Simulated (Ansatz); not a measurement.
## Electronic structure of Al$_{3}$As$_{4}$ (distorted or defective cell) in real space

Input

```
crystal:
  lattice:
    - [0.0, 5.7279123196, 0.0]
    - [0.0, 0.0, -5.7279123196]
    - [-5.7279123196, 0.0, 0.0]
  atoms:
    - { symbol: Al, position: [0.0, 1.0, 0.0] }
    - { symbol: Al, position: [0.5, 0.5, 0.0] }
    - { symbol: Al, position: [0.0, 0.5, 0.5] }
    - { symbol: As, position: [0.75, 0.75, 0.75], spin: 0.25 }
    - { symbol: As, position: [0.25, 0.75, 0.25], spin: 0.25 }
    - { symbol: As, position: [0.75, 0.25, 0.25], spin: 0.25 }
    - { symbol: As, position: [0.25, 0.25, 0.75], spin: 0.25 }
  host:
    lattice:
      - [0.0, 2.8639561598, 2.8639561598]
      - [2.8639561598, 0.0, 2.8639561598]
      - [2.8639561598, 2.8639561598, 0.0]
    atoms:
      - { symbol: Al, position: [0.0, 0.0, 0.0] }
      - { symbol: As, position: [0.75, 0.75, 0.75] }
basis:
  ecutwfc: 420
  xc_grid: 2
kpoints:
  mp_grid: { grid: [3, 3, 3], shift: [0.0, 0.0, 0.0] }
hamiltonian:
  xc: pbe
scf:
  occupations: { method: gaussian, width: 0.01 }
output:
  forces: true
  stress: false
  eigenvalues: true
  populations: true
  charged_corrections:
    defect_position: [0.5, 1.0, 0.5]
    epsilon: [[11.5641, 0.0, 0.0], [0.0, 11.5641, 0.0], [0.0, 0.0, 11.5641]]
  write_density: true
  write_potential: true
  elf: true
  volumetric_format: npy
magnetization:
  spin_polarized: true
relax:
  adjacent_minimum: "off"
  f_tol: 0.025
  max_steps: 45
```

Launched as:

```sh
ansatz run input.yaml --threads 4 --pin off --max-ram 8192MiB --backend cpu --events-out ev --progress --plain --runs-dir out
```

The fields are those of the relaxed geometry.

Spin-polarised.

All numbers below come from Ansatz 0.2.0, DFT PBE, scalar-relativistic, plane waves, PAW.

The density is the valence pseudo-density of a PAW calculation; it isn't the true density close to the nuclei.

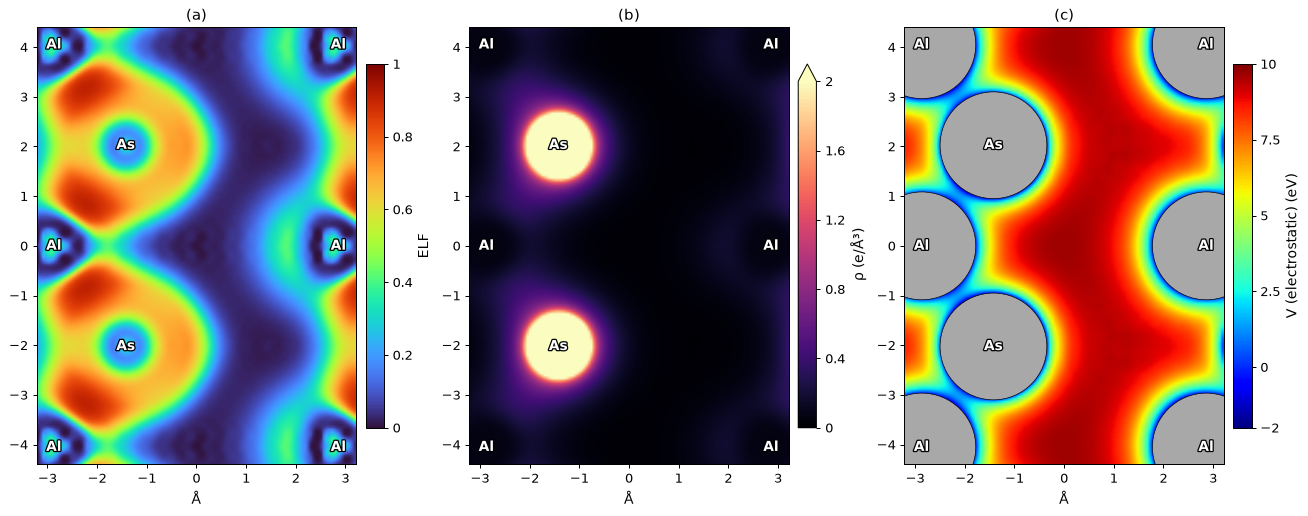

Figure 1. (a) electron localisation function; (b) valence charge density (pseudo); (c) electrostatic potential (local pseudopotential plus Hartree) felt by an electron on the (011) plane of the calculation cell. Grey discs cover the atomic cores in the potential map.

What does the map show?

Answer.
- Atoms in the plane: Al and As.
- Al–As (2.49 Å): ρ at the midpoint is about 0.45 e/Å³; the ELF peaks at about 0.90 between the atoms.
- Between the atoms the lowest density in this plane is 0.01 e/Å³.
- Outside the cores the potential energy rises away from the atoms and is highest about 2.5 Å from the nearest atoms; its zero is arbitrary.

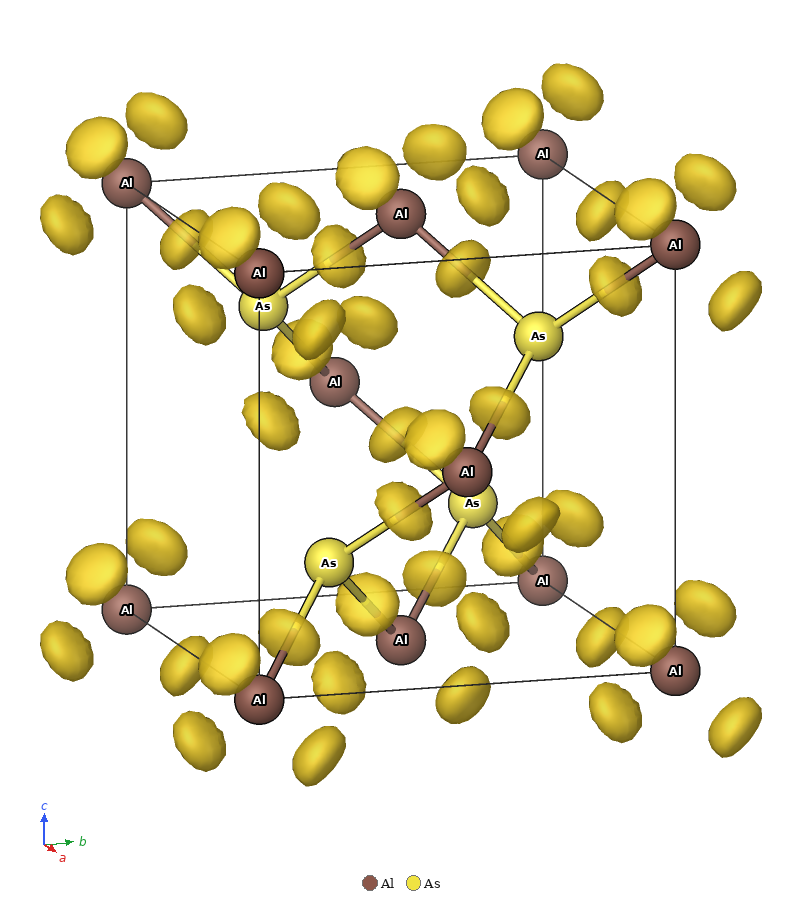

Figure 2. Isosurface of the ELF at 0.85 (yellow), seen slightly off an axis. Core shells and regions of very low density are left out. Sticks mark near contacts.

Identify the bonds, lone pairs and shells in this picture.

Answer. At this value the surface marks out twelve regions between bonded Al–As atoms, counted in one cell of 7 atoms. Regions shared between cells count once.

Does the calculation give a band gap?

Answer. It is metallic or semimetallic at this level of theory: no gap opens.
